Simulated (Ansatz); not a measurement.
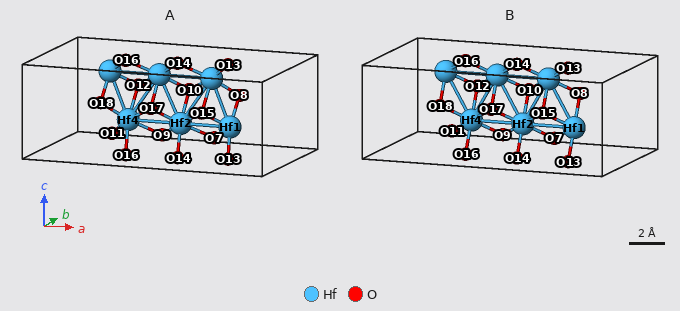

Two geometries of a wire of composition HfO2, drawn at one scale. One is the start of a relaxation, the other its converged end. The picture is a ball-and-stick view of the cell of the calculation, with the vacuum cut short, seen slightly off an axis.

All numbers below come from Ansatz 0.2.0, DFT PBEsol, scalar-relativistic, plane waves, PAW. Settings: plane-wave cutoff 420 eV; k-point mesh 1 × 1 × 6; occupations gaussian; smearing width 0.05 eV; no spin polarisation; cell relaxed at fixed a, b, alpha, beta, gamma; force threshold 0.02 eV/Å; at most 45 steps.

Which of the two is the end point?

Answer. Structure A is the relaxed one. Case: armchair ribbon, 6 formula units a period. The largest moves relative to the layer's centre, 0.26 Å, are those of Hf atoms. By element the largest moves are Hf 0.26 Å, O 0.15 Å. Along the periodic axis the drawn cell goes c 5.575 → 5.622 Å (+0.8 %). Some distances before and after: Hf–Hf 3.219 → 3.421 Å, Hf–Hf 3.219 → 3.035 Å, Hf–O 2.094 → 1.944 Å, Hf–O 2.094 → 2.230 Å. Among the angles between lasting bonds that change: Hf–O–Hf 100.4° → 95.2°, Hf–O–Hf 100.4° → 104.7°, Hf–O–Hf 100.4° → 96.4°. After 7 accepted moves (8 points after the start) the energy has fallen by 2.629 eV per cell of the calculation. Largest force component: 4.1 eV/Å at the start, 0.0021 eV/Å at the end. The SCF was repeated once at an unchanged geometry on a basis and grid sized afresh for the cell, which shifted the energy by 9.6 meV per cell of the calculation at most.
